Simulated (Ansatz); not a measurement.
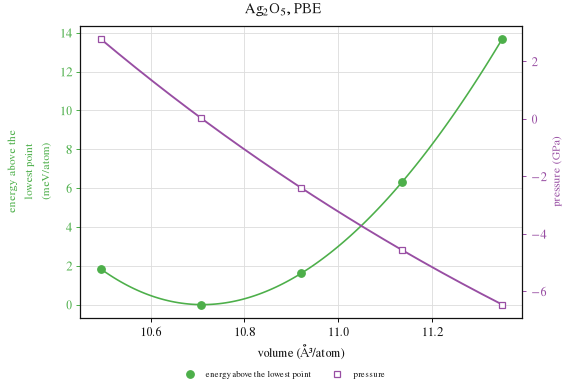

Plotted: energy above the lowest point and pressure against volume for Ag₂O₅, space group Pn-3m (No. 224) (one of a set of cubic test structures, which need not be the stable phase).

Computed with Ansatz 0.2.0 development build: equation of state of a cubic crystal from periodic Kohn-Sham density functional theory without spin, third-order Birch-Murnaghan fit to the free energies; pressure corrected for the finite basis. Level: PBE.

- structure type: cubic X2O5
- atoms in cell: 14
- space group number: 224
- lattice centring: simple cubic
- k mesh: 11×11×11
- occupation method: Fermi–Dirac
- occupation width: 0.06123 eV
- wave cutoff: 700 eV
- datasets: hard PAW
- density tolerance: 1e−09 eV
- bands: 82
- density cutoff ratio: 4
- search for lower states: default

Tabulate the plotted points.

```json
{"volume (Å³/atom)": "10.49", "energy above the lowest point (meV/atom)": "1.8", "pressure (GPa)": "2.786"}
{"volume (Å³/atom)": "10.71", "energy above the lowest point (meV/atom)": "0.0", "pressure (GPa)": "0.030"}
{"volume (Å³/atom)": "10.92", "energy above the lowest point (meV/atom)": "1.6", "pressure (GPa)": "-2.403"}
{"volume (Å³/atom)": "11.14", "energy above the lowest point (meV/atom)": "6.3", "pressure (GPa)": "-4.556"}
{"volume (Å³/atom)": "11.35", "energy above the lowest point (meV/atom)": "13.7", "pressure (GPa)": "-6.458"}
```

Caveats: cubic model structure, not the ambient form; modest k-mesh, values are not fully converged in k; no spin polarisation, a magnetic state may lie lower.
